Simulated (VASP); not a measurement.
**Band-structure run of MoS2 (part 3 of 3)**

The same run, continued: MoS2 (slab, 9 atoms in the cell); Kohn-Sham DFT of a periodic cell, PBE with D3(BJ), spin-orbit coupling, VASP PAW PBE potentials, recommended, no spin polarisation (VASP 6.6.1); cutoff 520 eV, 12×12×1 k-mesh, Gaussian smearing of 0.03 eV. The structure derives from an entry of the Crystallography Open Database.

Geometry of the input (Å; fractional positions):
```
3.1504  0.0000  0.0000
-1.5752  2.7283  0.0000
0.0000  0.0000  33.4543
S  0.3333  0.6667  0.2720
S  0.3333  0.6667  0.3656
S  0.6667  0.3333  0.4532
S  0.6667  0.3333  0.5468
S  0.3333  0.6667  0.6344
S  0.3333  0.6667  0.7280
Mo 0.6667  0.3333  0.3188
Mo 0.3333  0.6667  0.5000
Mo 0.6667  0.3333  0.6812
```

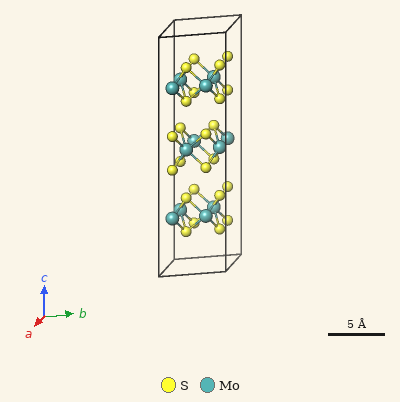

*The structure as given in the input (ball-and-stick view of the 2 × 2 repeat of the cell, with the vacuum cut short, seen slightly off an axis).*

Parts of OUTCAR, continued
```
     61      -1.1239      1.00000
     62      -1.1085      1.00000
     63      -1.0847      1.00000
     64      -1.0133      1.00000
     65      -0.9962      1.00000
     66      -0.9782      1.00000
     67      -0.2598      1.00000
     68      -0.2570      1.00000
     69      -0.1978      1.00000
     70      -0.1762      1.00000
     71      -0.0987      1.00000
     72      -0.0951      1.00000
     73       0.4165      1.00000
     74       0.4252      1.00000
     75       0.4311      1.00000
     76       0.5134      1.00000
     77       0.5232      1.00000
     78       0.5259      1.00000
     79       2.9677      0.00000
     80       2.9726      0.00000
     81       3.2265      0.00000
     82       3.2963      0.00000
     83       3.6039      0.00000
     84       3.6066      0.00000
     85       3.8501      0.00000
     86       3.8584      0.00000
     87       3.8858      0.00000
     88       3.8862      0.00000
     89       3.9410      0.00000
     90       3.9446      0.00000

 [... further k-points ...]

 [bands above 90 left out]

------------------------ aborting loop because EDIFF is reached ----------------------------------------

 Edisp (eV)   -3.56116

 E8    (eV) :    -1.4693

  FORCE on cell =-STRESS in cart. coord.  units (eV):
  Direction    XX          YY          ZZ          XY          YZ          ZX
  --------------------------------------------------------------------------------------
  -------------------------------------------------------------------------------------
  Total      -0.00293    -0.00293    -0.07407     0.00000    -0.00000     0.00000
  in kB      -0.01633    -0.01633    -0.41273     0.00000    -0.00000     0.00000
  external pressure =       -0.15 kB  Pullay stress =        0.00 kB

 VOLUME and BASIS-vectors are now :
 -----------------------------------------------------------------------------
  energy-cutoff  :      520.00
  volume of cell :      287.54
      direct lattice vectors                 reciprocal lattice vectors
     3.150359900  0.000000000  0.000000000     0.317424051  0.183264861  0.000000000
    -1.575179950  2.728291700  0.000000000     0.000000000  0.366529723  0.000000000
     0.000000000  0.000000000 33.454296000     0.000000000  0.000000000  0.029891527

 POSITION                                       TOTAL-FORCE (eV/Angst)
 -----------------------------------------------------------------------------------
     -0.00000      1.81886      9.09876         0.000000      0.000000     -0.002963
     -0.00000      1.81886     12.23179        -0.000000      0.000000      0.006921
      1.57518      0.90943     15.16216        -0.000000      0.000000     -0.005956
      1.57518      0.90943     18.29213        -0.000000      0.000000      0.005956
     -0.00000      1.81886     21.22251        -0.000000      0.000000     -0.006921
     -0.00000      1.81886     24.35554         0.000000      0.000000      0.002963
      1.57518      0.90943     10.66610         0.000000     -0.000000     -0.000785
     -0.00000      1.81886     16.72715        -0.000000      0.000000      0.000000
      1.57518      0.90943     22.78820         0.000000     -0.000000      0.000785
 -----------------------------------------------------------------------------------
    total drift:                               -0.000013      0.000008     -0.000000

  FREE ENERGIE OF THE ION-ELECTRON SYSTEM (eV)
  ---------------------------------------------------
  free  energy   TOTEN  =       -69.2516457089 eV

  energy  without entropy=      -69.2516457089  energy(sigma->0) =      -69.25164571

 vacuum level on the upper side and lower side of the slab         7.109         7.109

 Spin-Orbit-Coupling matrix elements

 Ion:    1  E_soc:     -0.0022439
 l=   1
     0.0000000    -0.0003604    -0.0004012
    -0.0003604     0.0000000    -0.0003604
    -0.0004012    -0.0003604     0.0000000
 l=   2
     0.0000000     0.0000000     0.0000000     0.0000000     0.0000000
     0.0000000     0.0000000     0.0000000     0.0000000     0.0000000
     0.0000000     0.0000000     0.0000000     0.0000000     0.0000000
     0.0000000     0.0000000     0.0000000     0.0000000     0.0000000
     0.0000000     0.0000000     0.0000000     0.0000000     0.0000000
 l=   3
     0.0000000     0.0000000     0.0000000     0.0000000     0.0000000     0.0000000     0.0000000
     0.0000000     0.0000000     0.0000000     0.0000000     0.0000000     0.0000000     0.0000000
     0.0000000     0.0000000     0.0000000     0.0000000     0.0000000     0.0000000     0.0000000
     0.0000000     0.0000000     0.0000000     0.0000000     0.0000000     0.0000000     0.0000000
     0.0000000     0.0000000     0.0000000     0.0000000     0.0000000     0.0000000     0.0000000
     0.0000000     0.0000000     0.0000000     0.0000000     0.0000000     0.0000000     0.0000000
     0.0000000     0.0000000     0.0000000     0.0000000     0.0000000     0.0000000     0.0000000

 Ion:    2  E_soc:     -0.0022602
 l=   1
     0.0000000    -0.0003648    -0.0004006
    -0.0003648     0.0000000    -0.0003648
    -0.0004006    -0.0003648     0.0000000
 l=   2
     0.0000000     0.0000000     0.0000000     0.0000000     0.0000000
     0.0000000     0.0000000     0.0000000     0.0000000     0.0000000
     0.0000000     0.0000000     0.0000000     0.0000000     0.0000000
     0.0000000     0.0000000     0.0000000     0.0000000     0.0000000
     0.0000000     0.0000000     0.0000000     0.0000000     0.0000000
 l=   3
     0.0000000     0.0000000     0.0000000     0.0000000     0.0000000     0.0000000     0.0000000
     0.0000000     0.0000000     0.0000000     0.0000000     0.0000000     0.0000000     0.0000000
     0.0000000     0.0000000     0.0000000     0.0000000     0.0000000     0.0000000     0.0000000
     0.0000000     0.0000000     0.0000000     0.0000000     0.0000000     0.0000000     0.0000000
     0.0000000     0.0000000     0.0000000     0.0000000     0.0000000     0.0000000     0.0000000
     0.0000000     0.0000000     0.0000000     0.0000000     0.0000000     0.0000000     0.0000000
     0.0000000     0.0000000     0.0000000     0.0000000     0.0000000     0.0000000     0.0000000

 Ion:    3  E_soc:     -0.0022621
 l=   1
     0.0000000    -0.0003661    -0.0003989
    -0.0003661     0.0000000    -0.0003661
    -0.0003989    -0.0003661     0.0000000
 l=   2
     0.0000000     0.0000000     0.0000000     0.0000000     0.0000000
     0.0000000     0.0000000     0.0000000     0.0000000     0.0000000
     0.0000000     0.0000000     0.0000000     0.0000000     0.0000000
     0.0000000     0.0000000     0.0000000     0.0000000     0.0000000
     0.0000000     0.0000000     0.0000000     0.0000000     0.0000000
 l=   3
     0.0000000     0.0000000     0.0000000     0.0000000     0.0000000     0.0000000     0.0000000
     0.0000000     0.0000000     0.0000000     0.0000000     0.0000000     0.0000000     0.0000000
     0.0000000     0.0000000     0.0000000     0.0000000     0.0000000     0.0000000     0.0000000
     0.0000000     0.0000000     0.0000000     0.0000000     0.0000000     0.0000000     0.0000000
     0.0000000     0.0000000     0.0000000     0.0000000     0.0000000     0.0000000     0.0000000
     0.0000000     0.0000000     0.0000000     0.0000000     0.0000000     0.0000000     0.0000000
     0.0000000     0.0000000     0.0000000     0.0000000     0.0000000     0.0000000     0.0000000

 Ion:    4  E_soc:     -0.0022621
 l=   1
     0.0000000    -0.0003661    -0.0003989
    -0.0003661     0.0000000    -0.0003661
    -0.0003989    -0.0003661     0.0000000
 l=   2
     0.0000000     0.0000000     0.0000000     0.0000000     0.0000000
     0.0000000     0.0000000     0.0000000     0.0000000     0.0000000
     0.0000000     0.0000000     0.0000000     0.0000000     0.0000000
     0.0000000     0.0000000     0.0000000     0.0000000     0.0000000
     0.0000000     0.0000000     0.0000000     0.0000000     0.0000000
 l=   3
     0.0000000     0.0000000     0.0000000     0.0000000     0.0000000     0.0000000     0.0000000
     0.0000000     0.0000000     0.0000000     0.0000000     0.0000000     0.0000000     0.0000000
     0.0000000     0.0000000     0.0000000     0.0000000     0.0000000     0.0000000     0.0000000
     0.0000000     0.0000000     0.0000000     0.0000000     0.0000000     0.0000000     0.0000000
     0.0000000     0.0000000     0.0000000     0.0000000     0.0000000     0.0000000     0.0000000
     0.0000000     0.0000000     0.0000000     0.0000000     0.0000000     0.0000000     0.0000000
     0.0000000     0.0000000     0.0000000     0.0000000     0.0000000     0.0000000     0.0000000

 Ion:    5  E_soc:     -0.0022602
 l=   1
     0.0000000    -0.0003648    -0.0004006
    -0.0003648     0.0000000    -0.0003648
    -0.0004006    -0.0003648     0.0000000
 l=   2
     0.0000000     0.0000000     0.0000000     0.0000000     0.0000000
     0.0000000     0.0000000     0.0000000     0.0000000     0.0000000
     0.0000000     0.0000000     0.0000000     0.0000000     0.0000000
     0.0000000     0.0000000     0.0000000     0.0000000     0.0000000
     0.0000000     0.0000000     0.0000000     0.0000000     0.0000000
 l=   3
     0.0000000     0.0000000     0.0000000     0.0000000     0.0000000     0.0000000     0.0000000
     0.0000000     0.0000000     0.0000000     0.0000000     0.0000000     0.0000000     0.0000000
     0.0000000     0.0000000     0.0000000     0.0000000     0.0000000     0.0000000     0.0000000
     0.0000000     0.0000000     0.0000000     0.0000000     0.0000000     0.0000000     0.0000000
     0.0000000     0.0000000     0.0000000     0.0000000     0.0000000     0.0000000     0.0000000
     0.0000000     0.0000000     0.0000000     0.0000000     0.0000000     0.0000000     0.0000000
     0.0000000     0.0000000     0.0000000     0.0000000     0.0000000     0.0000000     0.0000000

 Ion:    6  E_soc:     -0.0022439
 l=   1
     0.0000000    -0.0003604    -0.0004012
    -0.0003604     0.0000000    -0.0003604
    -0.0004012    -0.0003604     0.0000000
 l=   2
     0.0000000     0.0000000     0.0000000     0.0000000     0.0000000
     0.0000000     0.0000000     0.0000000     0.0000000     0.0000000
     0.0000000     0.0000000     0.0000000     0.0000000     0.0000000
     0.0000000     0.0000000     0.0000000     0.0000000     0.0000000
     0.0000000     0.0000000     0.0000000     0.0000000     0.0000000
 l=   3
     0.0000000     0.0000000     0.0000000     0.0000000     0.0000000     0.0000000     0.0000000
     0.0000000     0.0000000     0.0000000     0.0000000     0.0000000     0.0000000     0.0000000
     0.0000000     0.0000000     0.0000000     0.0000000     0.0000000     0.0000000     0.0000000
     0.0000000     0.0000000     0.0000000     0.0000000     0.0000000     0.0000000     0.0000000
     0.0000000     0.0000000     0.0000000     0.0000000     0.0000000     0.0000000     0.0000000
     0.0000000     0.0000000     0.0000000     0.0000000     0.0000000     0.0000000     0.0000000
     0.0000000     0.0000000     0.0000000     0.0000000     0.0000000     0.0000000     0.0000000

 Ion:    7  E_soc:     -0.1917855
 l=   1
     0.0000000    -0.0294218    -0.0294603
    -0.0294218     0.0000000    -0.0294218
    -0.0294603    -0.0294218     0.0000000
 l=   2
     0.0000000    -0.0004800     0.0000000    -0.0004800    -0.0021549
    -0.0004800     0.0000000    -0.0015551    -0.0004037    -0.0004800
     0.0000000    -0.0015551     0.0000000    -0.0015551     0.0000000
    -0.0004800    -0.0004037    -0.0015551     0.0000000    -0.0004800
    -0.0021549    -0.0004800     0.0000000    -0.0004800     0.0000000
 l=   3
     0.0000000     0.0000000     0.0000000     0.0000000     0.0000000     0.0000000     0.0000000
     0.0000000     0.0000000     0.0000000     0.0000000     0.0000000     0.0000000     0.0000000
     0.0000000     0.0000000     0.0000000     0.0000000     0.0000000     0.0000000     0.0000000
     0.0000000     0.0000000     0.0000000     0.0000000     0.0000000     0.0000000     0.0000000
     0.0000000     0.0000000     0.0000000     0.0000000     0.0000000     0.0000000     0.0000000
     0.0000000     0.0000000     0.0000000     0.0000000     0.0000000     0.0000000     0.0000000
     0.0000000     0.0000000     0.0000000     0.0000000     0.0000000     0.0000000     0.0000000

 Ion:    8  E_soc:     -0.1918609
 l=   1
     0.0000000    -0.0294282    -0.0294647
    -0.0294282     0.0000000    -0.0294282
    -0.0294647    -0.0294282     0.0000000
 l=   2
     0.0000000    -0.0004823     0.0000000    -0.0004823    -0.0021492
    -0.0004823     0.0000000    -0.0015635    -0.0004040    -0.0004823
     0.0000000    -0.0015635     0.0000000    -0.0015635     0.0000000
    -0.0004823    -0.0004040    -0.0015635     0.0000000    -0.0004823
    -0.0021492    -0.0004823     0.0000000    -0.0004823     0.0000000
 l=   3
     0.0000000     0.0000000     0.0000000     0.0000000     0.0000000     0.0000000     0.0000000
     0.0000000     0.0000000     0.0000000     0.0000000     0.0000000     0.0000000     0.0000000
     0.0000000     0.0000000     0.0000000     0.0000000     0.0000000     0.0000000     0.0000000
     0.0000000     0.0000000     0.0000000     0.0000000     0.0000000     0.0000000     0.0000000
     0.0000000     0.0000000     0.0000000     0.0000000     0.0000000     0.0000000     0.0000000
     0.0000000     0.0000000     0.0000000     0.0000000     0.0000000     0.0000000     0.0000000
     0.0000000     0.0000000     0.0000000     0.0000000     0.0000000     0.0000000     0.0000000

 Ion:    9  E_soc:     -0.1917855
 l=   1
     0.0000000    -0.0294218    -0.0294603
    -0.0294218     0.0000000    -0.0294218
    -0.0294603    -0.0294218     0.0000000
 l=   2
     0.0000000    -0.0004800     0.0000000    -0.0004800    -0.0021549
    -0.0004800     0.0000000    -0.0015551    -0.0004037    -0.0004800
     0.0000000    -0.0015551     0.0000000    -0.0015551     0.0000000
    -0.0004800    -0.0004037    -0.0015551     0.0000000    -0.0004800
    -0.0021549    -0.0004800     0.0000000    -0.0004800     0.0000000
 l=   3
     0.0000000     0.0000000     0.0000000     0.0000000     0.0000000     0.0000000     0.0000000
     0.0000000     0.0000000     0.0000000     0.0000000     0.0000000     0.0000000     0.0000000
     0.0000000     0.0000000     0.0000000     0.0000000     0.0000000     0.0000000     0.0000000
     0.0000000     0.0000000     0.0000000     0.0000000     0.0000000     0.0000000     0.0000000
     0.0000000     0.0000000     0.0000000     0.0000000     0.0000000     0.0000000     0.0000000
     0.0000000     0.0000000     0.0000000     0.0000000     0.0000000     0.0000000     0.0000000
     0.0000000     0.0000000     0.0000000     0.0000000     0.0000000     0.0000000     0.0000000

 total charge

# of ion       s       p       d       tot
------------------------------------------
    1        1.364   2.344   0.000   3.707
    2        1.365   2.343   0.000   3.709
    3        1.366   2.343   0.000   3.709
    4        1.366   2.343   0.000   3.709
    5        1.365   2.343   0.000   3.709
    6        1.364   2.344   0.000   3.707
    7        2.293   6.227   3.962  12.482
    8        2.294   6.227   3.966  12.486
    9        2.293   6.227   3.962  12.482
--------------------------------------------------
tot         15.070  32.741  11.889  59.700

 magnetization (x)

# of ion       s       p       d       tot
------------------------------------------
    1        0.000   0.000   0.000   0.000
    2        0.000   0.000   0.000   0.000
    3       -0.000   0.000   0.000   0.000
    4        0.000  -0.000   0.000  -0.000
    5       -0.000  -0.000   0.000  -0.000
    6       -0.000  -0.000   0.000  -0.000
    7       -0.000   0.000  -0.000  -0.000
    8        0.000   0.000  -0.000  -0.000
    9        0.000  -0.000   0.000   0.000
--------------------------------------------------
tot         -0.000   0.000  -0.000   0.000

 magnetization (y)

# of ion       s       p       d       tot
------------------------------------------
    1        0.000   0.000   0.000   0.000
    2        0.000   0.000   0.000   0.000
    3        0.000   0.000   0.000   0.000
    4        0.000   0.000   0.000   0.000
    5        0.000   0.000   0.000   0.000
    6        0.000   0.000   0.000   0.000
    7        0.000   0.000   0.000   0.000
    8        0.000   0.000  -0.000  -0.000
    9        0.000   0.000   0.000   0.000
--------------------------------------------------
tot          0.000   0.000   0.000   0.000

 magnetization (z)

# of ion       s       p       d       tot
------------------------------------------
    1        0.000  -0.000   0.000  -0.000
    2        0.000  -0.000   0.000  -0.000
    3       -0.000   0.000   0.000   0.000
    4       -0.000   0.000   0.000   0.000
    5       -0.000  -0.000   0.000  -0.000
    6        0.000  -0.000   0.000  -0.000
    7        0.000  -0.000  -0.000  -0.000
    8        0.000   0.000   0.000   0.000
    9       -0.000  -0.000  -0.000  -0.000
--------------------------------------------------
tot          0.000  -0.000  -0.000  -0.000
```

CONTCAR
```
MoS2
   1.00000000000000
     3.1503598999000002    0.0000000000000000    0.0000000000000000
    -1.5751799500000001    2.7282916999000002    0.0000000000000000
     0.0000000000000000    0.0000000000000000   33.4542959999999994
  S               Mo
     6     3
Direct
     0.3333333300000021    0.6666666699999979    0.2719756864358089
     0.3333333300000021    0.6666666699999979    0.3656268187180984
     0.6666666699999979    0.3333333300000021    0.4532201983573216
     0.6666666699999979    0.3333333300000021    0.5467798016426784
     0.3333333300000021    0.6666666699999979    0.6343731812819016
     0.3333333300000021    0.6666666699999979    0.7280243135641911
     0.6666666699999979    0.3333333300000021    0.3188259796683468
     0.3333333300000021    0.6666666699999979    0.5000000000000000
     0.6666666699999979    0.3333333300000021    0.6811740203316532

  0.00000000E+00  0.00000000E+00  0.00000000E+00
  0.00000000E+00  0.00000000E+00  0.00000000E+00
  0.00000000E+00  0.00000000E+00  0.00000000E+00
  0.00000000E+00  0.00000000E+00  0.00000000E+00
  0.00000000E+00  0.00000000E+00  0.00000000E+00
  0.00000000E+00  0.00000000E+00  0.00000000E+00
  0.00000000E+00  0.00000000E+00  0.00000000E+00
  0.00000000E+00  0.00000000E+00  0.00000000E+00
  0.00000000E+00  0.00000000E+00  0.00000000E+00
```
